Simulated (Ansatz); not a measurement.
The compound is C (space group P6_3/mmc, No. 194), taken as the geometry relaxed with DFT, PBEsol, plane waves, PAW in Ansatz 0.2.0; the starting structure was generated, so it need not be a known form of this composition.

```yaml
crystal:
  lattice:
    - [2.50538, 0.00000, 0.00000]
    - [-1.25269, 2.16973, 0.00000]
    - [0.00000, 0.00000, 8.26445]
  atoms:
    - { symbol: C, position: [0.00000, 0.00000, 0.90705] }
    - { symbol: C, position: [0.33333, 0.66667, 0.15554] }
    - { symbol: C, position: [0.00000, 0.00000, 0.40705] }
    - { symbol: C, position: [0.66667, 0.33333, 0.65554] }
    - { symbol: C, position: [0.00000, 0.00000, 0.09295] }
    - { symbol: C, position: [0.33333, 0.66667, 0.34446] }
    - { symbol: C, position: [0.00000, 0.00000, 0.59295] }
    - { symbol: C, position: [0.66667, 0.33333, 0.84446] }
```

Describe the stacking along c, naming the columns A, B, C as they first turn up.

C(A) – C(B) – C(B) – C(A) – C(A) – C(C) – C(C) – C(A) (eight layers in 8.26 Å).

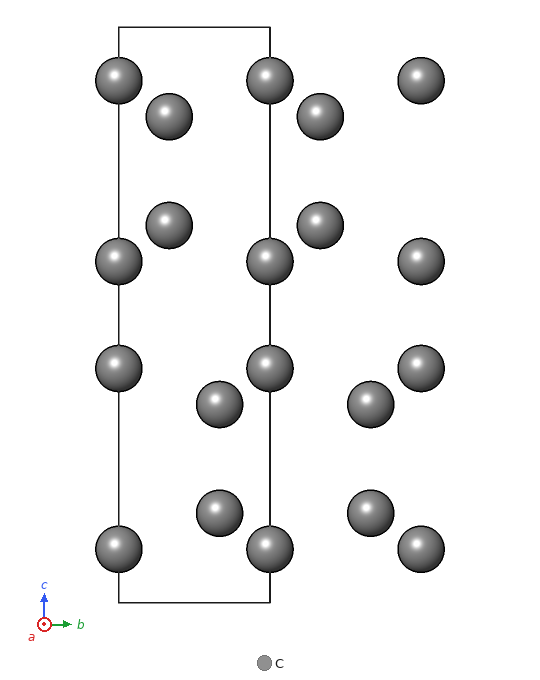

Projection along an edge of the hexagonal mesh, stacking direction c upwards. Every atom sits on one of the three columns of the mesh; call them A, B, C in the order in which they first turn up. The sequence starts with the first layer at or above the cell's origin.
